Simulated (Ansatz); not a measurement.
## Geometry relaxation, with input and output: AlAs (part 1 of 2)

System: AlAs (slab, 8 atoms in the cell).
Method: DFT PBEsol, scalar-relativistic, plane waves, PAW, no spin polarisation (Ansatz 0.2.0).

The structure derives from an entry of the Crystallography Open Database. The input holds or restrains some coordinates. Forces given for the steps count only the free coordinates. It belongs to a series of runs on one base structure; here: clean slab, lower half held. Figures and captions count atoms from 1; the log counts them from 0 in places.

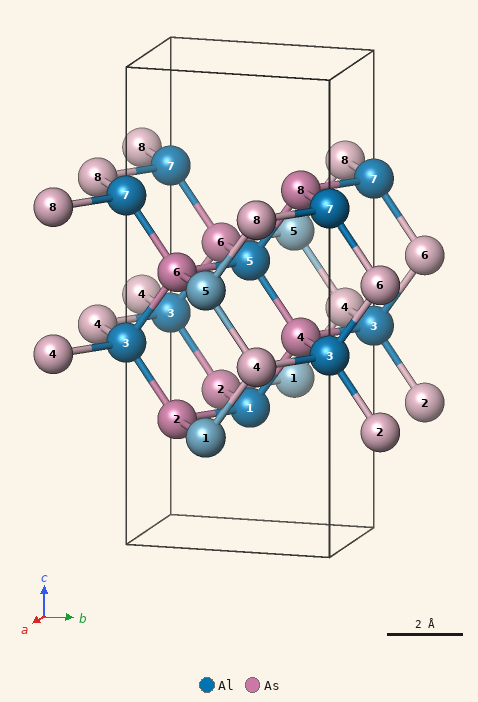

The input geometry (ball-and-stick view of the cell of the calculation, with the vacuum cut short, seen slightly off an axis; neighbours outside the cell are drawn fainter; atoms are numbered from 1 in the order of the input). An atom can appear more than once, as a periodic image.

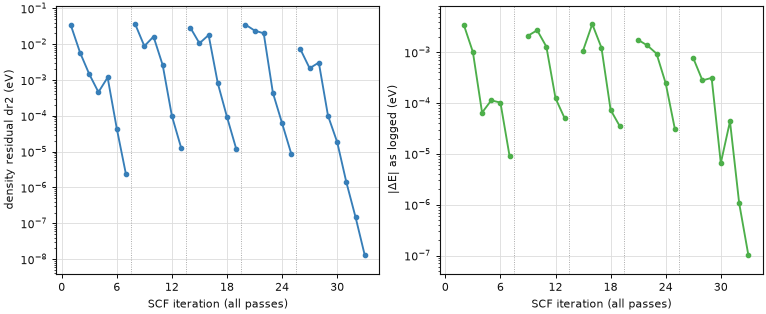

Convergence of the self-consistent field: density residual dr2 and size of the energy change against the SCF iteration. The dotted lines part the SCF passes of the relaxation: geometry steps, rejected trials and re-solves on a re-selected basis. The 5 passes take 6 to 8 iterations each, 33 in all.

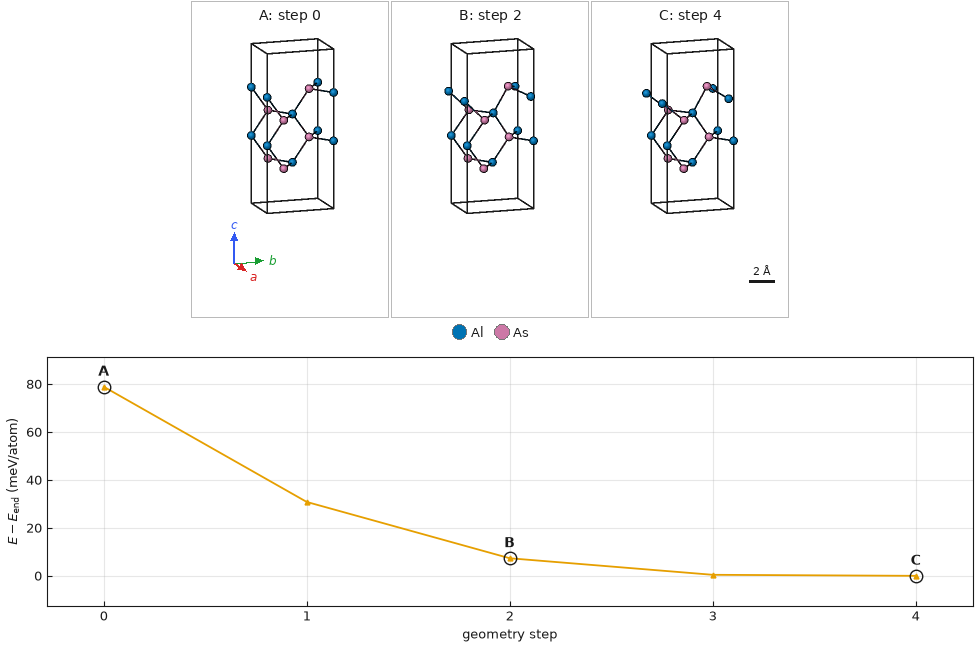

Frames of the restrained relaxation (ball-and-stick view of the cell of the calculation, with the vacuum cut short, seen slightly off an axis) above the curves, on which the letters mark them (the first geometry is step 0 here and step 1 in the log).

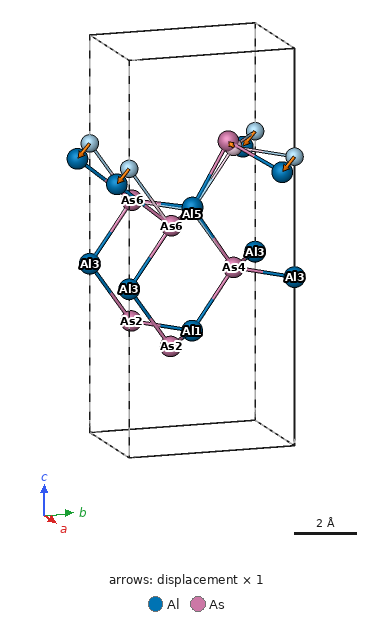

Start (faint) and end (solid) with the displacements as orange arrows, at true length (ball-and-stick view of the cell of the calculation, with the vacuum cut short, seen slightly off an axis). The largest move is that of Al7, 0.64 Å. By element the largest moves are Al 0.64 Å, As 0.27 Å. The cell doesn't change. Distances before and after: As4–Al5 2.457 → 2.524 Å, As6–Al7 2.457 → 2.405 Å, Al7–As8 2.457 → 2.424 Å, Al3–As6 2.457 → 2.479 Å. Among the angles that change: Al5–As8–Al7 109.5° → 89.7°, Al3–As6–Al7 109.5° → 93.3°, As6–Al7–As8 109.5° → 123.7°. The energy falls by 78.9 meV per atom in 4 geometry steps. The largest force component goes from 1.3 to 0.018 eV/Å. (Atoms are counted from 1 in the order of the input.)

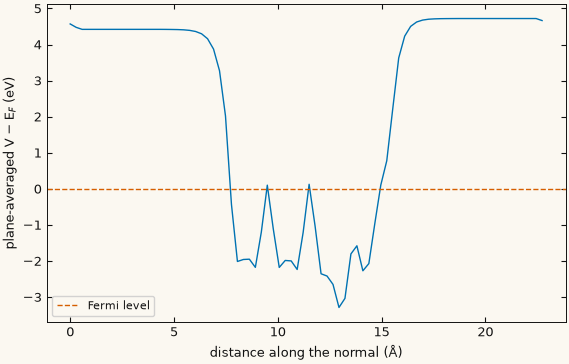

Plane average of the electrostatic potential energy of an electron across the cell, from the Fermi level. The vacuum level lies 4.72 eV above the Fermi level on the upper side and 4.42 eV on the lower.

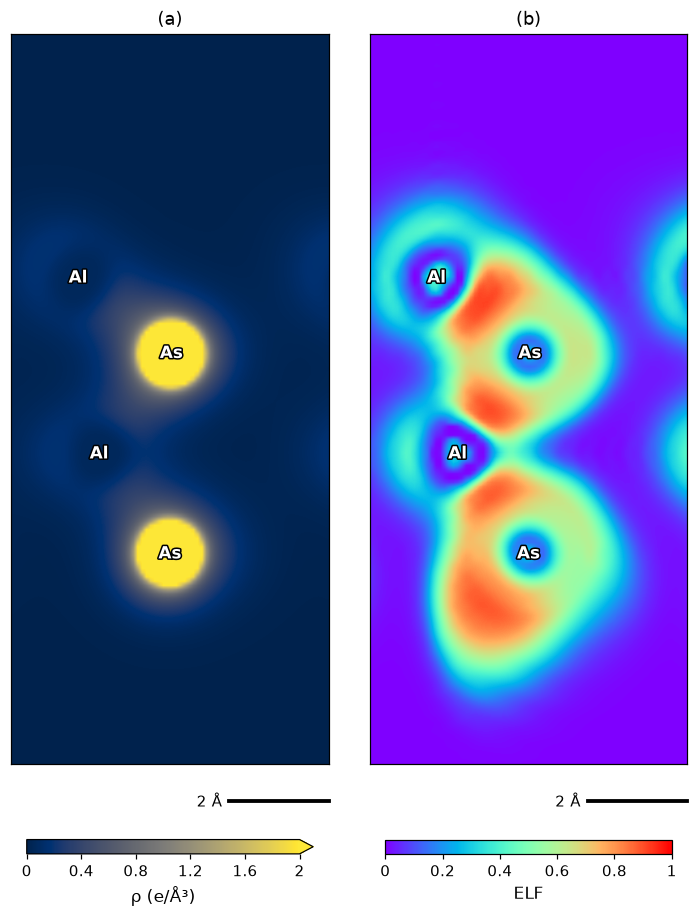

(a) valence electron density; (b) electron localisation function on the (100) plane of the calculation cell, a cut from vacuum to vacuum. Atoms in the plane: As and Al. The density dies away to nearly zero in the vacuum. In a PAW calculation such maps are meaningful between the atoms, not at the nuclei.

These pictures come from the run below.

Input file:
```yaml
crystal:
  lattice:
    - [4.0125456551, 0.0, 0.0]
    - [0.0, 5.6745964851, 0.0]
    - [0.0, 0.0, 23.0188184827]
  atoms:
    - { symbol: Al, position: [0.5, 0.5, 0.3692630882] }
    - { symbol: As, position: [0.0, 0.25, 0.3692630882] }
    - { symbol: Al, position: [0.0, 0.0, 0.4564210294] }
    - { symbol: As, position: [0.5, 0.75, 0.4564210294] }
    - { symbol: Al, position: [0.5, 0.5, 0.5435789706] }
    - { symbol: As, position: [0.0, 0.25, 0.5435789706] }
    - { symbol: Al, position: [0.0, 0.0, 0.6307369118] }
    - { symbol: As, position: [0.5, 0.75, 0.6307369118] }
basis:
  ecutwfc: 420
kpoints:
  mp_grid: { grid: [7, 5, 1] }
hamiltonian:
  xc: pbesol
scf:
  occupations: { method: gaussian, width: 0.05 }
output:
  forces: true
  eigenvalues: true
  write_density: true
  write_potential: true
  elf: true
  volumetric_format: npy
relax:
  adjacent_minimum: "off"
  f_tol: 0.03
  max_steps: 70
  constraints: [{ sites: [0, 1, 2, 3] }]
efield:
  axis: 3
  dipole_correction: true
  ramp_width: 0.04
```

Command:
```bash
ansatz run input.yaml --threads 4 --pin off --max-ram 10240MiB --backend cpu --events-out ev --progress --plain --runs-dir out
```

The program's output:
```
Engine: ansatz 0.2.0, x86_64-unknown-linux-gnu
Pseudopotentials: kind: paw
Pseudopotential: Al, paw, valence charge 3, recommended cutoff 420 eV (normal), Al.paw.azcp
Pseudopotential: As, paw, valence charge 15, recommended cutoff 420 eV (normal), As.paw.azcp
Functional definition: PBEsol
  exchange = pbesol_x
  correlation = pbesol_c
Crystal: 8 atoms, lattice volume = 524.129 Å³
Basis set: ecut = 420 eV, 10315 PW (Γ), exchange–correlation on 54×80×320 points (8 copies of the dense FFT grid, shifted against one another)
Bands: 44, of which v1, the nominal top of the filled ones, is band 36 counted from 1 (35 counted from 0)
Symmetry: 2 space group operations
k-points: 12 of 35 (time reversal used)
Non-local potential: Al, projectors of the file, l = 0: 2, l = 1: 2, l = 2: 1
Non-local potential: As, projectors of the file, l = 0: 2, l = 1: 2, l = 2: 3, l = 3: 1
PAW form: soft (Blöchl's): semilocal exchange-correlation on the pseudo side does not see the compensation charge
PAW frozen core: Al, regenerated for the run's functional, and the local potential with it (the file was generated under x = pbe(κ = 0.804, μ = 0.2195149727645171), c = pbe(β = 0.06672455060314922))
PAW frozen core: As, regenerated for the run's functional, and the local potential with it (the file was generated under x = pbe(κ = 0.804, μ = 0.2195149727645171), c = pbe(β = 0.06672455060314922))
PAW one-centre angular grid: Al, 110 points (default); XC on 64 Gauss nodes
PAW one-centre angular grid: As, 590 points (default); XC on 64 Gauss nodes
Initial density: superposition of atomic densities (neutral atoms: chi_scale 0, normalization atom), corrected by the library's trained network
Initial wavefunctions: pseudopotential atomic-orbital guess
Functional: x = pbesol(κ = 0.804, μ = 0.12345679012345678), c = pbesol(β = 0.046)
SCF iter   1: F=—  HF=-21350.127142 eV  |F-HF|=—  |Δ(HF+E_count)|=         —  Δρ=1.70e-3  dr2=3.34e-2  ethr=1.77e-3  p=0.000 e·Å  D=4.69e-15 V/Å  ΔV_dip=-0.00 eV  dr2_dipole=1.06e-7  V_vac-E_F(+/−)=4.60/4.60 eV  ⟨swp⟩=7.9  Hψ=2325  notcnv=0  defer=4
efield: sawtooth ramp at fractional position 0.9800 (placed from the atoms, in the widest stretch of the axis that holds none; the zero of the levels goes with the place), width 0.0400; the density the first Hamiltonian is built on has a dipole p = 0.000 e·Å; the dipole correction subtracts the counter field D = 4.69e-15 V/Å, which shifts the + side's vacuum level by -0.00 eV against the − side's; the planar-averaged density in the ramp window peaks in size at 6.4e-6 e/Å³
preconditioner: auto → Resta (q_TF=auto, 1.960 Å⁻¹)  ε∞=2.5  [insulator: Δε(μ)=0.841 eV  Ē_g=7.508 eV  σ=0.050 eV  W_gap=1.00  n_scr=66 (ndim 8)  ℏωp=9.2 eV  f_vac=0.580  D(μ)=0.00/eV (n_scr^D=0)  ε∞_Penn≈2.5  vacuum switching on, ρ_ref=4.1e-3 e/Å³]
SCF iter   2: F=—  HF=-21350.123636 eV  |F-HF|=—  |Δ(HF+E_count)|=   3.51e-3  Δρ=8.58e-4  dr2=5.81e-3  ethr=4.63e-5  p=0.000 e·Å  D=5.77e-5 V/Å  ΔV_dip=-0.00 eV  dr2_dipole=9.41e-7  V_vac-E_F(+/−)=4.51/4.51 eV  ⟨swp⟩=2.2  Hψ=773  notcnv=0  defer=25
SCF iter   3: F=—  HF=-21350.124644 eV  |F-HF|=—  |Δ(HF+E_count)|=   1.01e-3  Δρ=3.09e-4  dr2=1.46e-3  ethr=8.08e-6  p=-0.001 e·Å  D=-2.33e-4 V/Å  ΔV_dip=0.01 eV  dr2_dipole=1.97e-5  V_vac-E_F(+/−)=4.48/4.48 eV  ⟨swp⟩=2.0  Hψ=834  notcnv=0  defer=25
SCF iter   4: F=—  HF=-21350.124709 eV  |F-HF|=—  |Δ(HF+E_count)|=   6.49e-5  Δρ=1.14e-4  dr2=4.59e-4  ethr=2.03e-6  p=0.002 e·Å  D=6.60e-4 V/Å  ΔV_dip=-0.02 eV  dr2_dipole=1.59e-4  V_vac-E_F(+/−)=4.45/4.46 eV  ⟨swp⟩=3.0  Hψ=933  notcnv=0  defer=25
SCF iter   5: F=—  HF=-21350.124823 eV  |F-HF|=—  |Δ(HF+E_count)|=   1.13e-4  Δρ=1.06e-4  dr2=1.18e-3  ethr=6.37e-7  p=-0.004 e·Å  D=-1.26e-3 V/Å  ΔV_dip=0.03 eV  dr2_dipole=5.70e-4  V_vac-E_F(+/−)=4.46/4.44 eV  ⟨swp⟩=2.0  Hψ=604  notcnv=0  defer=25  recentre
SCF iter   6: F=—  HF=-21350.124721 eV  |F-HF|=—  |Δ(HF+E_count)|=   1.02e-4  Δρ=4.01e-5  dr2=4.39e-5  ethr=6.37e-7  p=0.001 e·Å  D=2.13e-4 V/Å  ΔV_dip=-0.00 eV  dr2_dipole=1.61e-5  V_vac-E_F(+/−)=4.45/4.45 eV  ⟨swp⟩=2.0  Hψ=589  notcnv=0  defer=25
SCF iter   7: F=-21350.124733 eV  HF=-21350.124730 eV  |F-HF|=3.13e-6  |Δ(HF+E_count)|=   8.92e-6  Δρ=1.64e-5  dr2=2.32e-6  ethr=3.12e-8  p=0.000 e·Å  D=1.79e-5 V/Å  ΔV_dip=-0.00 eV  dr2_dipole=1.30e-7  V_vac-E_F(+/−)=4.45/4.45 eV  ⟨swp⟩=20.5  Hψ=5136  notcnv=0
SCF 1 converged in 7 iterations: F = -21350.124733 eV  dr2 = 2.32e-6
  greatest PAW one-centre occupation: 0.999 electrons in one spin orbital (limit 2), on the As atom at site 1 (counted from 0), in its partial waves of l = 2
relax step   1: F+E_penalty+E_count = -21350.12473324 eV  Δ(F+E_penalty+E_count) = +0.000e0 eV  max|allowed force component| = 1.336e0 eV/Å  Δτ_max = 0.0000 Å  (7 SCF iters, dr2 threshold 2.25e-5 eV, accepted)
Initial density: handed on by an earlier stage of this run
Initial wavefunctions: those handed on with the density
iter 1 solved again at ethr=5.31e-5 eV; its pass at ethr=3.10e-3 eV (dr2=3.82e-2 eV) is discarded
SCF iter   1: F=—  HF=-21350.509876 eV  |F-HF|=—  |Δ(HF+E_count)|=         —  Δρ=2.28e-3  dr2=3.64e-2  ethr=5.31e-5  p=0.000 e·Å  D=1.79e-5 V/Å  ΔV_dip=-0.00 eV  dr2_dipole=8.80e-4  V_vac-E_F(+/−)=4.38/4.38 eV  ⟨swp⟩=1.8  Hψ=1993  notcnv=0  defer=25
efield: sawtooth ramp at fractional position 0.9800 (handed on by an earlier solve), width 0.0400; the density the first Hamiltonian is built on has a dipole p = 0.000 e·Å; the dipole correction subtracts the counter field D = 1.79e-5 V/Å, which shifts the + side's vacuum level by -0.00 eV against the − side's; the planar-averaged density in the ramp window peaks in size at 1.5e-7 e/Å³
preconditioner: auto → Resta (q_TF=auto, 1.960 Å⁻¹)  ε∞=2.5  [insulator: Δε(μ)=0.980 eV  Ē_g=7.565 eV  σ=0.050 eV  W_gap=1.00  n_scr=66 (ndim 8)  ℏωp=9.2 eV  f_vac=0.585  D(μ)=0.00/eV (n_scr^D=0)  ε∞_Penn≈2.5  vacuum switching on, ρ_ref=4.2e-3 e/Å³]
SCF iter   2: F=—  HF=-21350.507764 eV  |F-HF|=—  |Δ(HF+E_count)|=   2.11e-3  Δρ=1.16e-3  dr2=8.84e-3  ethr=5.05e-5  p=-0.016 e·Å  D=-5.43e-3 V/Å  ΔV_dip=0.12 eV  dr2_dipole=2.95e-4  V_vac-E_F(+/−)=4.50/4.38 eV  ⟨swp⟩=2.0  Hψ=677  notcnv=0  defer=25
SCF iter   3: F=—  HF=-21350.510475 eV  |F-HF|=—  |Δ(HF+E_count)|=   2.71e-3  Δρ=5.82e-4  dr2=1.63e-2  ethr=1.23e-5  p=-0.001 e·Å  D=-4.17e-4 V/Å  ΔV_dip=0.01 eV  dr2_dipole=7.53e-3  V_vac-E_F(+/−)=4.43/4.42 eV  ⟨swp⟩=2.1  Hψ=743  notcnv=0  defer=25  recentre
SCF iter   4: F=—  HF=-21350.509185 eV  |F-HF|=—  |Δ(HF+E_count)|=   1.29e-3  Δρ=2.28e-4  dr2=2.59e-3  ethr=1.23e-5  p=-0.025 e·Å  D=-8.60e-3 V/Å  ΔV_dip=0.20 eV  dr2_dipole=9.51e-4  V_vac-E_F(+/−)=4.57/4.38 eV  ⟨swp⟩=2.0  Hψ=648  notcnv=0  defer=25
SCF iter   5: F=—  HF=-21350.509061 eV  |F-HF|=—  |Δ(HF+E_count)|=   1.24e-4  Δρ=9.86e-5  dr2=9.93e-5  ethr=3.59e-6  p=-0.020 e·Å  D=-6.80e-3 V/Å  ΔV_dip=0.16 eV  dr2_dipole=8.05e-6  V_vac-E_F(+/−)=4.56/4.40 eV  ⟨swp⟩=1.8  Hψ=587  notcnv=0  defer=25
SCF iter   6: F=-21350.509121 eV  HF=-21350.509111 eV  |F-HF|=9.87e-6  |Δ(HF+E_count)|=   4.99e-5  Δρ=3.91e-5  dr2=1.30e-5  ethr=1.38e-7  p=-0.021 e·Å  D=-7.13e-3 V/Å  ΔV_dip=0.16 eV  dr2_dipole=1.88e-7  V_vac-E_F(+/−)=4.56/4.40 eV  ⟨swp⟩=21.3  Hψ=5684  notcnv=0
SCF 2 converged in 6 iterations: F = -21350.509121 eV  dr2 = 1.30e-5
  greatest PAW one-centre occupation: 0.999 electrons in one spin orbital (limit 2), on the As atom at site 7 (counted from 0), in its partial waves of l = 2
relax step   2: F+E_penalty+E_count = -21350.50912118 eV  Δ(F+E_penalty+E_count) = -3.844e-1 eV  max|allowed force component| = 8.702e-1 eV/Å  Δτ_max = 0.1949 Å  (6 SCF iters, dr2 threshold 1.00e-4 eV, accepted)
SCF iter   1: F=—  HF=-21350.693487 eV  |F-HF|=—  |Δ(HF+E_count)|=         —  Δρ=2.04e-3  dr2=2.92e-2  ethr=4.23e-4  p=-0.021 e·Å  D=-7.13e-3 V/Å  ΔV_dip=0.16 eV  dr2_dipole=6.02e-5  V_vac-E_F(+/−)=4.52/4.36 eV  ⟨swp⟩=4.7  Hψ=1371  notcnv=0  defer=26
efield: sawtooth ramp at fractional position 0.9800 (handed on by an earlier solve), width 0.0400; the density the first Hamiltonian is built on has a dipole p = -0.021 e·Å; the dipole correction subtracts the counter field D = -7.13e-3 V/Å, which shifts the + side's vacuum level by +0.16 eV against the − side's; the planar-averaged density in the ramp window peaks in size at 1.3e-7 e/Å³
preconditioner: auto → Resta (q_TF=auto, 1.960 Å⁻¹)  ε∞=2.5  [insulator: Δε(μ)=1.028 eV  Ē_g=7.589 eV  σ=0.050 eV  W_gap=1.00  n_scr=66 (ndim 8)  ℏωp=9.2 eV  f_vac=0.588  D(μ)=0.00/eV (n_scr^D=0)  ε∞_Penn≈2.5  vacuum switching on, ρ_ref=4.2e-3 e/Å³]
SCF iter   2: F=—  HF=-21350.694569 eV  |F-HF|=—  |Δ(HF+E_count)|=   1.08e-3  Δρ=1.12e-3  dr2=1.06e-2  ethr=4.06e-5  p=-0.017 e·Å  D=-5.90e-3 V/Å  ΔV_dip=0.14 eV  dr2_dipole=2.07e-3  V_vac-E_F(+/−)=4.53/4.39 eV  ⟨swp⟩=2.0  Hψ=832  notcnv=0  defer=26
SCF iter   3: F=—  HF=-21350.698151 eV  |F-HF|=—  |Δ(HF+E_count)|=   3.58e-3  Δρ=5.90e-4  dr2=1.80e-2  ethr=1.47e-5  p=-0.048 e·Å  D=-1.65e-2 V/Å  ΔV_dip=0.38 eV  dr2_dipole=7.16e-3  V_vac-E_F(+/−)=4.72/4.34 eV  ⟨swp⟩=2.2  Hψ=697  notcnv=0  defer=26
SCF iter   4: F=—  HF=-21350.696921 eV  |F-HF|=—  |Δ(HF+E_count)|=   1.23e-3  Δρ=1.93e-4  dr2=8.11e-4  ethr=1.47e-5  p=-0.030 e·Å  D=-1.02e-2 V/Å  ΔV_dip=0.23 eV  dr2_dipole=2.35e-4  V_vac-E_F(+/−)=4.62/4.38 eV  ⟨swp⟩=2.0  Hψ=647  notcnv=0  defer=26
SCF iter   5: F=—  HF=-21350.696995 eV  |F-HF|=—  |Δ(HF+E_count)|=   7.32e-5  Δρ=8.22e-5  dr2=9.30e-5  ethr=1.13e-6  p=-0.034 e·Å  D=-1.18e-2 V/Å  ΔV_dip=0.27 eV  dr2_dipole=3.74e-7  V_vac-E_F(+/−)=4.66/4.38 eV  ⟨swp⟩=2.0  Hψ=657  notcnv=0  defer=26
SCF iter   6: F=-21350.697035 eV  HF=-21350.697030 eV  |F-HF|=5.16e-6  |Δ(HF+E_count)|=   3.50e-5  Δρ=3.35e-5  dr2=1.21e-5  ethr=6.57e-8  p=-0.034 e·Å  D=-1.19e-2 V/Å  ΔV_dip=0.27 eV  dr2_dipole=3.63e-7  V_vac-E_F(+/−)=4.66/4.38 eV  ⟨swp⟩=21.8  Hψ=5862  notcnv=0
SCF 3 converged in 6 iterations: F = -21350.697035 eV  dr2 = 1.21e-5
relax step   3: F+E_penalty+E_count = -21350.69703479 eV  Δ(F+E_penalty+E_count) = -1.879e-1 eV  max|allowed force component| = 3.680e-1 eV/Å  Δτ_max = 0.1948 Å  (6 SCF iters, dr2 threshold 4.73e-5 eV, accepted)
```
